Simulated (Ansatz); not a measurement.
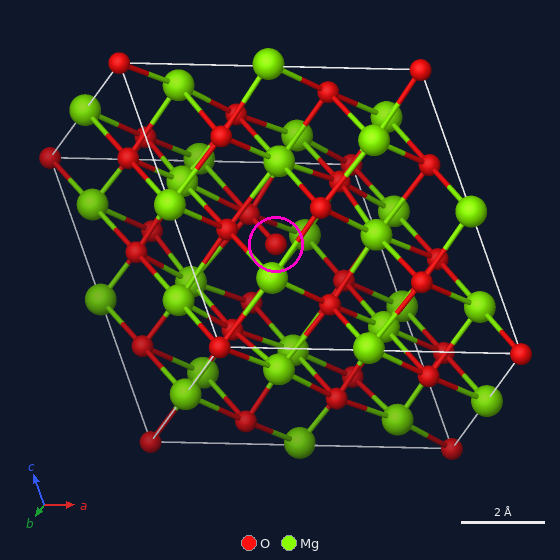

An orthographic ball-and-stick view of the structure, from a general direction. The supercell is outlined; an atom on or near a face, edge or corner is repeated at each equivalent position. The host is MgO, in a cell of 32 sites, and the cell carries a charge of +1. A ring marks the defect's site.

Question: Name the defect and give its surroundings.

Answer: Oxygen on a magnesium site (an antisite). It is bonded to one O at about 1.3 Å.

The atoms were relaxed in the host's cell with DFT PBE, scalar-relativistic, plane waves, PAW (Ansatz 0.2.0).
